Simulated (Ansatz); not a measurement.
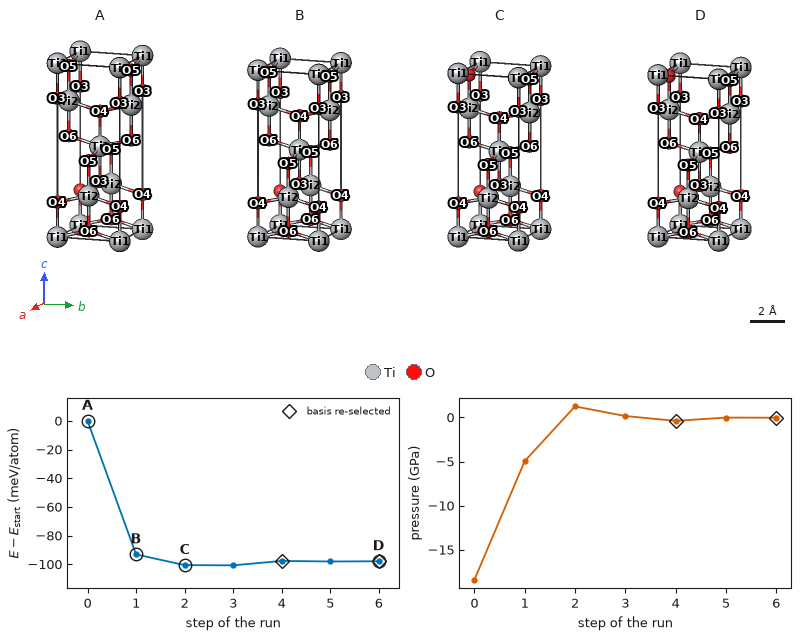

Frames of a relaxation of crystalline TiO₂ (a generated structure, set up in I4_1/amd) (coarse preliminary run), marked on the history of the run. The picture is a ball-and-stick view of the conventional cell (2 times the calculation's cell), seen slightly off an axis. Lengths and directions refer to the drawn axes.

Case: Zr → Ti on all its sites, cell and atoms relaxed.

Computed with DFT PBE, scalar-relativistic, plane waves, PAW (Ansatz). (plane-wave cutoff 420 eV; k-point mesh 8 × 8 × 8; occupations gaussian; smearing width 0.1 eV; no spin polarisation; cell and atoms relaxed; force threshold 0.05 eV/Å; at most 60 steps)

Question: What happens along the run?

Answer: The energy falls by 97.9 meV per atom in 4 accepted moves (6 points after the start). The largest force component goes from 0.22 to 0.027 eV/Å. The pressure goes from −18.40 to −0.03 GPa. The SCF was repeated twice at an unchanged geometry on a basis and grid sized afresh for the cell, which shifted the energy by 3.1 meV per atom at most. The largest moves relative to the cell, 0.050 Å, are those of O3, O4, O5 and O6. O6 goes along −c. Ti stays in place. The drawn cell changes as follows: a = b 3.904 → 3.800 Å (−2.7 %), c 10.421 → 9.698 Å (−6.9 %); the volume changes by −11.8 %. Among the contacts that change: Ti1–Ti2 3.255 → 3.080 Å, Ti1–O3 2.097 → 2.001 Å, Ti1–O5 2.017 → 1.947 Å. Bond angles that change, for instance: O5–Ti1–O5 150.8° → 154.9°, Ti1–O5–Ti1 150.8° → 154.9°, O3–Ti1–O5 75.4° → 77.4°. The space group stays I4_1/amd (No. 141). From step 0 to 1: O atoms move most (0.02 Å), volume −8.8 %, energy −93.1 meV per atom. From step 1 to 2: O atoms move most (0.02 Å), volume −3.4 %, energy −7.5 meV per atom. From step 2 to 6: volume +0.1 %, energy +2.7 meV per atom.
